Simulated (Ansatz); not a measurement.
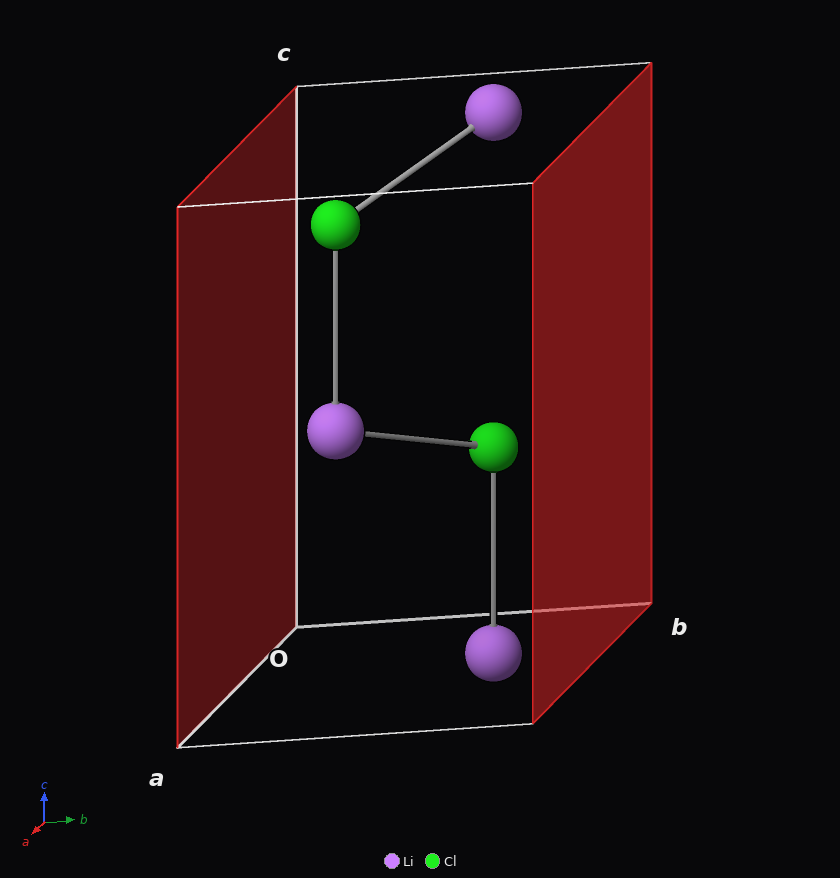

Crystal: LiCl, the input geometry of an electronic-structure calculation (not necessarily at equilibrium); the starting structure was generated, so it need not be a known form of this composition. Every member of one family of equally spaced planes, hx + ky + lz = a whole number, that cuts the unit cell is shaded (one member passes through the origin O). Geometry calculated from the standardised cell; symmetry tolerance 0.002 Å.

a = 3.894 Å, b = 3.894 Å, c = 6.224 Å, α = 90.00°, β = 90.00°, γ = 120.00°.

What are the Miller indices?

(0 1 0), in four indices (0 1 −1 0); the opposite sign names the same planes. The member next to the origin meets the axes a never, b at 1, c never.

What is the spacing?

d = 3.372 Å.

Which atoms of the cell lie in these planes (within 0.03 Å)?

No atom.

The space group is P6₃mc, No. 186. How many reflections hkl are equivalent to this one (itself included), and does it occur?

6 reflections are equivalent in the Laue class 6/mmm. The space group allows the reflection.
